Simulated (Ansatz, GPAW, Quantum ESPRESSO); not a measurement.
# Simulated XPS, UPS and emission spectra of BN, part 2 of 7

Wanted: projected DOS of BN, weighted into photoemission and X-ray emission spectra, at several levels of theory.

Ansatz 0.2.0, Quantum ESPRESSO 7.5 and GPAW 26.7.0; DFT, PBE, plane-wave PAW, default files, scalar-relativistic (the session's first sound run).

So far, pressure (GPa): step 2 (self-consistent run, DOS and bands) 7.98.

The database entry behind the starting cell has ideal inner coordinates that were not refined, so it need not match the best structure at ambient conditions.

### 3. With PBEsol

This step: DFT, PBEsol, plane-wave PAW, default files, scalar-relativistic (Ansatz 0.2.0).

The run is repeated with PBEsol on the same cell, to see how much the levels hang on the functional.

input.yaml

```yaml
crystal:
  lattice:
    - [2.536, 0.0, 0.0]
    - [-1.268, 2.196240424, 0.0]
    - [0.0, 0.0, 4.199]
  atoms:
    - { symbol: "N", position: [0.3333333333, 0.6666666667, 0.875] }
    - { symbol: "N", position: [0.6666666667, 0.3333333333, 0.375] }
    - { symbol: B, position: [0.3333333333, 0.6666666667, 0.5] }
    - { symbol: B, position: [0.6666666667, 0.3333333333, 0.0] }
kpoints:
  mp_grid: { grid: [12, 12, 6] }
  band_path:
    path:
      - [[0.0, 0.0, 0.0], [0.5, 0.0, 0.0], [0.333333, 0.333333, 0.0], [0.0, 0.0, 0.0], [0.0, 0.0, 0.5], [0.5, 0.0, 0.5], [0.333333, 0.333333, 0.5], [0.0, 0.0, 0.5]]
      - [[0.5, 0.0, 0.5], [0.5, 0.0, 0.0]]
      - [[0.333333, 0.333333, 0.5], [0.333333, 0.333333, 0.0]]
    npoints: 10
scf:
  occupations: { method: fermi_dirac, width: 0.02 }
  n_extra_bands: 12
hamiltonian:
  xc: pbesol
  pseudopotentials: { kind: paw }
output:
  forces: true
  stress: true
  dos:
    projected: true
    de: 0.05
    e_range: [-30, 12]
    nscf_kmesh: { grid: [24, 24, 10] }
  fatbands: true
```

The run is started by

```sh
$ ansatz run input.yaml --threads 2 --pin off --max-ram 6144MiB --backend cpu --events-out ev --progress --plain --runs-dir out
```

Numbers of over 12 decimals in the logs are rounded to 6 here.

What it wrote:

```text
[...]
Crystal: 4 atoms, lattice volume = 23.387 Å³
Basis set: ecut = 420 eV, 465 PW (Γ), exchange–correlation on 36×36×60 points (8 copies of the dense FFT grid, shifted against one another)
Bands: 20, of which v1, the nominal top of the filled ones, is band 8 counted from 1 (7 counted from 0)
Symmetry: 12 space group operations
[...]
k-points: 76 of 864 (time reversal used)
[...]
SCF iter   1: F=—  HF=-1067.612418 eV  |F-HF|=—  |Δ(HF+E_count)|=         —  Δρ=1.18e-2  dr2=2.49e-2  ethr=1.77e-3  ⟨swp⟩=4.8  Hψ=6887  notcnv=0  defer=107
[...]
SCF iter   6: F=-1067.604370 eV  HF=-1067.604370 eV  |F-HF|=2.14e-11  |Δ(HF+E_count)|=  8.40e-10  Δρ=6.17e-7  dr2=4.65e-11  ethr=8.73e-12  ⟨swp⟩=5.0  Hψ=5915  notcnv=0
SCF 1 converged in 6 iterations: F = -1067.604370 eV  dr2 = 4.65e-11
[...]
NSCF: frozen V_eff on 93 k-points
[...]
SCF converged after 6 iterations
Free energy (F): -1067.604370 eV
[...]
Internal energy: -1067.604370 eV  (E = F + TS)
E sigma→0 (E₀):  -1067.604370 eV
Fermi energy:    13.943878 eV
[...]
--- Forces (eV/Å), atoms counted from 1 ---
  atom   1  N     -0.00000000     0.00000000    -0.05903163
  atom   2  N      0.00000000    -0.00000000    -0.05903163
  atom   3  B      0.00000000    -0.00000000     0.05902500
  atom   4  B      0.00000000     0.00000000     0.05902500
  max |Σ_I F_I| component: 1.33e-5 eV/Å
--- Stress (GPa, compression-positive) ---
        2.287993       0.000000       0.000000
        0.000000       2.287993       0.000000
        0.000000       0.000000       1.288845
  P = ⅓ Tr σ = 1.9549 GPa (19.549 kbar)
--- Band table (eV; the first three rows and the last of 76) ---
  k-point 0: bands = [... 4 lower, 9.3054, 11.1986, 11.4496, 11.4496, 19.8350, 19.8350, 20.0094, 21.0733, ... 8 higher]
  k-point 1: bands = [... 4 lower, 9.4239, 10.2844, 11.2715, 11.2715, 20.0341, 20.0341, 20.3866, 21.0626, ... 8 higher]
  k-point 2: bands = [... 4 lower, 9.7623, 9.7623, 10.8193, 10.8193, 20.5891, 20.5891, 20.8389, 21.0356, ... 8 higher]
  k-point 75: bands = [... 4 lower, 3.5378, 3.5378, 8.3838, 8.3838, 20.7468, 20.7468, 21.5132, 21.5132, ... 8 higher]
```

It took 7 s on 2 threads of Arm Neoverse V2, shared host; peak memory 0.31 GiB.

This step gave:

```yaml
free_energy: -1067.6044 eV
fermi_energy: 13.94 eV
pressure: 1.955 GPa
gap_on_the_k_mesh: 4.988 eV
share_of_occupied_states_in_no_projected_shell: 0.0025 of the occupied states in the window
gap_on_the_path: 4.988 eV
least_direct_gap_on_the_path: 8.261 eV
```

Electronic bands along the path, in eV, zero at the valence-band maximum; v1 is the highest filled band, c1 the lowest empty one:

```csv
point,v4,v3,v2,v1,c1
Γ,-2.14,-0.25,0.00,0.00,8.38
M,-6.99,-5.06,-4.50,-2.15,6.62
K,-7.27,-5.57,-5.49,-5.49,4.99
Γ,-2.14,-0.25,0.00,0.00,8.38
A,-1.19,-1.19,-1.19,-1.19,9.54
L,-3.83,-3.83,-3.61,-3.61,6.49
H,-7.91,-7.91,-3.07,-3.07,9.30
A,-1.19,-1.19,-1.19,-1.19,9.54
jump to L,-3.83,-3.83,-3.61,-3.61,6.49
M,-6.99,-5.06,-4.50,-2.15,6.62
jump to H,-7.91,-7.91,-3.07,-3.07,9.30
K,-7.27,-5.57,-5.49,-5.49,4.99
```

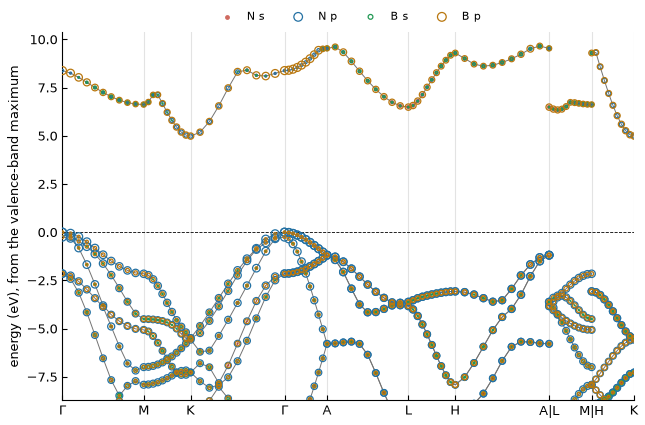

Electronic bands along the path; dots are coloured as in the legend, and their area grows with the weight.

Maxima picked by a test of local sharpness, so broad peaks and shoulders can be missing; peaks within 0.45 eV of a curve's cut are left out. Valence peaks, by row:

```csv
photon energy (eV),binding energy (eV),height (% of the maximum within 13 eV),main shell,its share (%)
21.2,9.003,47.51,N 2p,81.9
21.2,7.803,44.61,N 2p,82.62
21.2,3.103,100,N 2p,84.44
60,15.3,27.8,N 2s,72.59
60,9.003,51.19,N 2p,82.03
60,7.803,48.53,N 2p,81.95
60,3.103,100,N 2p,91.07
1487,15.25,389.4,N 2s,96.86
1487,8.853,98.04,N 2s,41.03
1487,7.803,100,N 2s,47.48
1487,6.853,89.86,N 2s,45.52
1487,5.953,86.99,N 2s,42.11
1487,4.153,87.87,N 2p,55.21
1487,3.203,95,N 2p,67.93
5415,15.2,514.4,N 2s,97.86
5415,8.753,95.47,N 2s,57.57
5415,7.803,100,N 2s,63.31
```

Spectra as before, but with a recipe of its own (widths, and in some runs the light), which changes peak heights and what is resolved: Gaussian 0.3 eV, Lorentzian 0.1 eV plus 0.05 times the binding energy, unpolarised light, analyser at 45°, Fermi edge at 300 K; some photon energies differ too.

The two runs compared:

```csv
quantity,this run,base run,difference
gap on the path (eV),4.9884,5.2181,-0.230
least direct gap on the path (eV),8.2613,8.3547,-0.0934
gap on the k-mesh (eV),4.9884,5.2181,-0.230
```

One result that differs is the gap on the path, 4.99 eV against 5.22 eV.

At this level the gap is 4.99 eV on the path.

### 4. A coarser DOS mesh

This step: DFT, PBE, plane-wave PAW, default files, scalar-relativistic (Ansatz 0.2.0).

A coarser mesh is cheaper; this run shows what it does to the DOS.

input.yaml, the sections that differ from step 3:

```yaml
kpoints:
  mp_grid: { grid: [12, 12, 6] }
hamiltonian:
  xc: pbe
  pseudopotentials: { kind: paw }
output:
  forces: true
  stress: true
  dos:
    projected: true
    de: 0.05
    e_range: [-30, 12]
    nscf_kmesh: { grid: [6, 6, 4] }
# crystal, scf: as in step 3
```

What it wrote:

```text
[...]
Crystal: 4 atoms, lattice volume = 23.387 Å³
Basis set: ecut = 420 eV, 465 PW (Γ), exchange–correlation on 36×36×60 points (8 copies of the dense FFT grid, shifted against one another)
Bands: 20, of which v1, the nominal top of the filled ones, is band 8 counted from 1 (7 counted from 0)
Symmetry: 12 space group operations
[...]
k-points: 76 of 864 (time reversal used)
[...]
SCF iter   1: F=—  HF=-1084.470307 eV  |F-HF|=—  |Δ(HF+E_count)|=         —  Δρ=3.05e-3  dr2=1.12e-3  ethr=1.77e-3  ⟨swp⟩=4.8  Hψ=6906  notcnv=0  defer=113
[...]
SCF iter   6: F=-1084.470763 eV  HF=-1084.470763 eV  |F-HF|=2.96e-12  |Δ(HF+E_count)|=   1.66e-9  Δρ=4.56e-7  dr2=2.76e-11  ethr=6.87e-12  ⟨swp⟩=5.1  Hψ=5868  notcnv=0
SCF 1 converged in 6 iterations: F = -1084.470763 eV  dr2 = 2.76e-11
[...]
SCF converged after 6 iterations
Free energy (F): -1084.470763 eV
[...]
Internal energy: -1084.470763 eV  (E = F + TS)
E sigma→0 (E₀):  -1084.470763 eV
Fermi energy:    14.102994 eV
[...]
--- Forces (eV/Å), atoms counted from 1 ---
  atom   1  N     -0.00000000     0.00000000    -0.05538054
  atom   2  N      0.00000000    -0.00000000    -0.05538054
  atom   3  B     -0.00000000    -0.00000000     0.05537628
  atom   4  B      0.00000000     0.00000000     0.05537628
  max |Σ_I F_I| component: 8.53e-6 eV/Å
--- Stress (GPa, compression-positive) ---
        8.364225       0.000000      -0.000000
        0.000000       8.364225       0.000000
        0.000000       0.000000       7.211428
  P = ⅓ Tr σ = 7.9800 GPa (79.800 kbar)
--- Band table (eV; the first three rows and the last of 76) ---
  k-point 0: bands = [... 4 lower, 9.3605, 11.2472, 11.4939, 11.4939, 19.9482, 19.9482, 20.1246, 21.1760, ... 8 higher]
  k-point 1: bands = [... 4 lower, 9.4785, 10.3398, 11.3168, 11.3168, 20.1480, 20.1480, 20.5056, 21.1679, ... 8 higher]
  k-point 2: bands = [... 4 lower, 9.8153, 9.8153, 10.8671, 10.8671, 20.7040, 20.7040, 20.9628, 21.1476, ... 8 higher]
  k-point 75: bands = [... 4 lower, 3.6778, 3.6778, 8.4436, 8.4436, 20.8846, 20.8846, 21.7440, 21.7440, ... 8 higher]
```

Elapsed: 1.8 s, on 2 threads; peak memory 0.3 GiB.

Numbers from this step:

```
free energy                                    : -1084.4708 eV
Fermi energy                                   : 14.10 eV
pressure                                       : 7.980 GPa
gap on the k-mesh                              : 5.218 eV
share of occupied states in no projected shell : 0.0026 of the occupied states in the window
```

Maxima picked by a test of local sharpness, so broad peaks and shoulders can be missing; peaks within 0.45 eV of a curve's cut are left out. Valence peaks, by row:

```csv
photon energy (eV),binding energy (eV),height (% of the maximum within 13 eV),main shell,its share (%)
21.2,8.991,46.5,N 2p,77.4
21.2,3.191,100,N 2p,81.22
150,15.69,79.18,N 2s,89.19
150,8.991,59.5,N 2p,65.31
150,5.691,63.83,N 2p,74.41
150,3.241,100,N 2p,87.44
1487,15.64,423.1,N 2s,96.24
1487,8.891,100,N 2s,51.86
1487,5.891,85.99,N 2s,56.01
1487,3.291,73.75,N 2p,42.65
2984,15.64,478.1,N 2s,96.77
2984,8.841,100,N 2s,59.36
2984,5.891,83.83,N 2s,65.27
2984,3.391,61.29,N 2s,53.91
5950,15.64,509.3,N 2s,97.07
5950,8.841,100,N 2s,63.44
5950,5.941,83.05,N 2s,70.58
5950,4.091,56.12,N 2s,66.56
5950,3.441,55.72,N 2s,63.74
```

Spectra as before, but with a recipe of its own (widths, and in some runs the light), which changes peak heights and what is resolved: Gaussian 0.35 eV, Lorentzian 0.05 eV plus 0.08 times the binding energy, linear light, analyser at 0°, Fermi edge at 77 K; some photon energies differ too.

### 5. Another volume

A changed volume shows how band widths and levels follow the bond length.

The cell differs from the one that the last finished run ended in (a 2.536 → 2.569 Å, b 2.536 → 2.569 Å, c 4.199 → 4.254 Å).

Changes to input.yaml since step 4:

```diff
@@ -2,5 +2,5 @@
   lattice:
-    - [2.536, 0.0, 0.0]
-    - [-1.268, 2.196240424, 0.0]
-    - [0.0, 0.0, 4.199]
+    - [2.5693722481, 0.0, 0.0]
+    - [-1.284686124, 2.2251416386, 0.0]
+    - [0.0, 0.0, 4.2542563366]
   atoms:
@@ -12,2 +12,8 @@
   mp_grid: { grid: [12, 12, 6] }
+  band_path:
+    path:
+      - [[0.0, 0.0, 0.0], [0.5, 0.0, 0.0], [0.333333, 0.333333, 0.0], [0.0, 0.0, 0.0], [0.0, 0.0, 0.5], [0.5, 0.0, 0.5], [0.333333, 0.333333, 0.5], [0.0, 0.0, 0.5]]
+      - [[0.5, 0.0, 0.5], [0.5, 0.0, 0.0]]
+      - [[0.333333, 0.333333, 0.5], [0.333333, 0.333333, 0.0]]
+    npoints: 10
 scf:
@@ -25,2 +31,3 @@
     e_range: [-30, 12]
-    nscf_kmesh: { grid: [6, 6, 4] }
+    nscf_kmesh: { grid: [18, 18, 10] }
+  fatbands: true
```

What it wrote:

```text
[...]
Crystal: 4 atoms, lattice volume = 24.323 Å³
Basis set: ecut = 420 eV, 465 PW (Γ), exchange–correlation on 36×36×60 points (8 copies of the dense FFT grid, shifted against one another)
Bands: 20, of which v1, the nominal top of the filled ones, is band 8 counted from 1 (7 counted from 0)
Symmetry: 12 space group operations
[...]
k-points: 76 of 864 (time reversal used)
[...]
SCF iter   1: F=—  HF=-1084.472989 eV  |F-HF|=—  |Δ(HF+E_count)|=         —  Δρ=2.61e-3  dr2=8.66e-4  ethr=1.77e-3  ⟨swp⟩=4.8  Hψ=6868  notcnv=0  defer=124
[...]
SCF iter   6: F=-1084.473343 eV  HF=-1084.473343 eV  |F-HF|=4.32e-12  |Δ(HF+E_count)|=   1.08e-9  Δρ=3.58e-7  dr2=1.80e-11  ethr=3.89e-12  ⟨swp⟩=5.0  Hψ=5864  notcnv=0
SCF 1 converged in 6 iterations: F = -1084.473343 eV  dr2 = 1.80e-11
[...]
SCF converged after 6 iterations
Free energy (F): -1084.473343 eV
[...]
Internal energy: -1084.473343 eV  (E = F + TS)
E sigma→0 (E₀):  -1084.473343 eV
Fermi energy:    13.497547 eV
[...]
--- Forces (eV/Å), atoms counted from 1 ---
  atom   1  N      0.00000000     0.00000000    -0.01996524
  atom   2  N     -0.00000000     0.00000000    -0.01996524
  atom   3  B     -0.00000000    -0.00000000     0.01996232
  atom   4  B      0.00000000     0.00000000     0.01996232
  max |Σ_I F_I| component: 5.84e-6 eV/Å
--- Stress (GPa, compression-positive) ---
       -6.280093      -0.000000      -0.000000
        0.000000      -6.280093       0.000000
       -0.000000       0.000000      -7.421463
  P = ⅓ Tr σ = -6.6605 GPa (-66.605 kbar)
--- Band table (eV; the first three rows and the last of 76) ---
  k-point 0: bands = [... 4 lower, 8.8106, 10.6276, 10.8602, 10.8602, 19.1512, 19.1512, 19.2577, 20.0634, ... 8 higher]
  k-point 1: bands = [... 4 lower, 8.9241, 9.7390, 10.6899, 10.6899, 19.3450, 19.3450, 19.6504, 20.0683, ... 8 higher]
  k-point 2: bands = [... 4 lower, 9.2474, 9.2474, 10.2574, 10.2574, 19.8833, 19.8833, 20.0516, 20.0859, ... 8 higher]
  k-point 75: bands = [... 4 lower, 3.3686, 3.3686, 7.9255, 7.9255, 19.9505, 19.9505, 20.9529, 20.9529, ... 8 higher]
```

Elapsed: 5.3 s, on 2 threads; peak memory 0.3 GiB; 10 s of CPU time.

This step gave:

```
free energy                  : -1084.4733 eV
Fermi energy                 : 13.50 eV
pressure                     : -6.661 GPa
gap on the k-mesh            : 5.275 eV
gap on the path              : 5.275 eV
least direct gap on the path : 8.156 eV
```

Electronic bands along the path, in eV, zero at the valence-band maximum; v1 is the highest filled band, c1 the lowest empty one:

```csv
point,v4,v3,v2,v1,c1
Γ,-2.05,-0.23,0.00,0.00,8.29
M,-6.73,-4.83,-4.24,-2.06,6.64
K,-7.08,-5.28,-5.25,-5.25,5.28
Γ,-2.05,-0.23,0.00,0.00,8.29
A,-1.14,-1.14,-1.14,-1.14,9.25
L,-3.65,-3.65,-3.46,-3.46,6.50
H,-7.49,-7.49,-2.94,-2.94,9.09
A,-1.14,-1.14,-1.14,-1.14,9.25
jump to L,-3.65,-3.65,-3.46,-3.46,6.50
M,-6.73,-4.83,-4.24,-2.06,6.64
jump to H,-7.49,-7.49,-2.94,-2.94,9.09
K,-7.08,-5.28,-5.25,-5.25,5.28
```

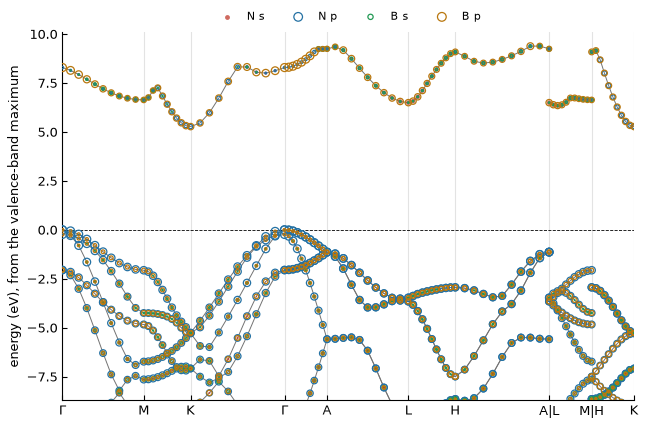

Electronic bands along the path; dots are coloured as in the legend, and their area grows with the weight.

Simulated valence spectra by photon energy, shown to 13 eV, since a deeper line would dwarf them at some energies; the 100 % can be that line's tail at the edge; this run's widths, added to any smearing of the DOS itself: Gaussian 0.3 eV, Lorentzian 0.05 eV plus 0.03 an eV of depth. The intensity by binding energy, zero at the valence-band maximum; values in % of the maximum within 13 eV:

```csv
binding energy (eV),21.2 eV,40.8 eV,1486.7 eV,2150 eV,9251.7 eV
-1,0.589,0.625,1.06,1.07,1.06
0,3.20,3.34,2.61,2.32,1.65
1,25.5,26.3,16.1,13.4,7.34
2,56.1,56.8,37.2,31.6,19.2
3,99.4,99.4,72.3,63.3,42.9
4,73.0,73.1,70.3,65.2,53.1
5,56.6,57.1,70.4,67.9,61.0
6,46.0,47.3,76.2,75.7,72.8
7,37.6,39.4,78.6,79.6,79.5
8,39.6,42.1,90.0,91.3,91.4
9,45.2,47.5,85.7,85.3,81.4
10,10.6,11.3,22.2,22.2,21.6
11,1.64,2.02,8.98,9.56,10.6
12,-,1.29,11.5,12.5,14.5
```

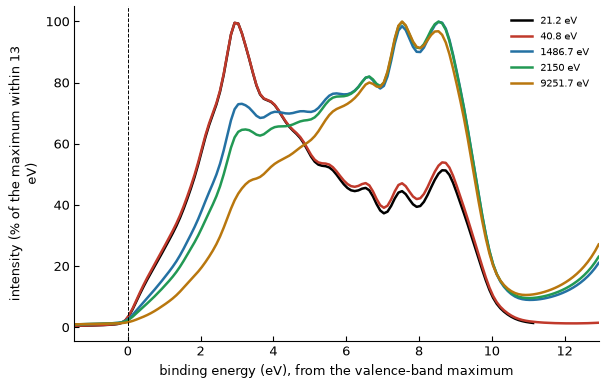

Intensity against binding energy.

Spectra as before, but with a recipe of its own (widths, and in some runs the light), which changes peak heights and what is resolved: Gaussian 0.3 eV, Lorentzian 0.05 eV plus 0.03 times the binding energy, unpolarised light, analyser at 90°, Fermi edge at 77 K; some photon energies differ too.

The two runs compared:

```csv
quantity,this run,base run,difference
gap on the path (eV),5.2746,5.2181,0.0565
least direct gap on the path (eV),8.1556,8.3547,-0.199
gap on the k-mesh (eV),5.2746,5.2181,0.0565
```

One result that differs is the least direct gap on the path, 8.16 eV against 8.35 eV.

At this level the gap is 5.27 eV on the path.

(Part 2 of 7 ends here.)

[Logs are printed without paths, hosts, clocks, repeated set-up lines and the standing remarks that a program may print on its own settings, such as how far it seeks lower states.]

[Hosts, paths, dates, database ids (printed as entryN), source tags and the programs' standing remarks are cut or masked in the printed files.]

[Maps of the electrostatic potential energy from Ansatz leave out the sawtooth potential of an applied field or a dipole correction, so their vacuum need not be flat; work functions include it.]

[Peak lists hold at most the 14 tallest peaks of each spectrum; further lines can be left out.]
